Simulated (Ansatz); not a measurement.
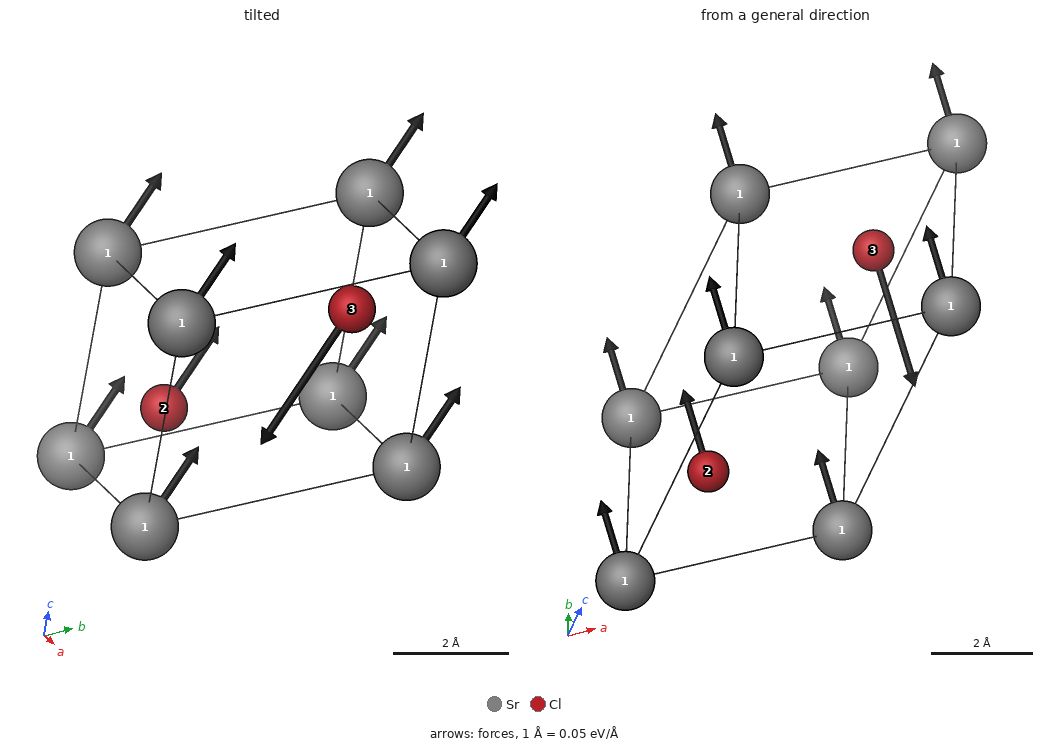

This spheres-only model is shown slightly off an axis and from a general direction. The simulation cell is outlined; an atom on or near a face, edge or corner is repeated at each equivalent position. The arrows are the computed forces on the atoms.

System: SrCl₂. Computed with DFT PBE, scalar-relativistic, plane waves, PAW (Ansatz 0.2.0). Settings: cutoff 420 eV, an 8×8×8 mesh of k-points, Gaussian smearing of 0.05 eV, no spin polarisation.

Has this structure been optimised to equilibrium?

Answer. No. The atoms still feel forces of up to about 0.12 eV/Å, above a usual threshold of 0.01 to 0.03 eV/Å.

Which atom carries the strongest force?

Answer. Cl3, about 0.12 eV/Å.

Give the mean magnitude of the force by element.

Answer. Mean magnitudes: about Sr 0.057 eV/Å, Cl 0.095 eV/Å.

It goes back to a structure type known for this compound. The cell was then strained or its atoms displaced on purpose. It went into a calculation with Ansatz.
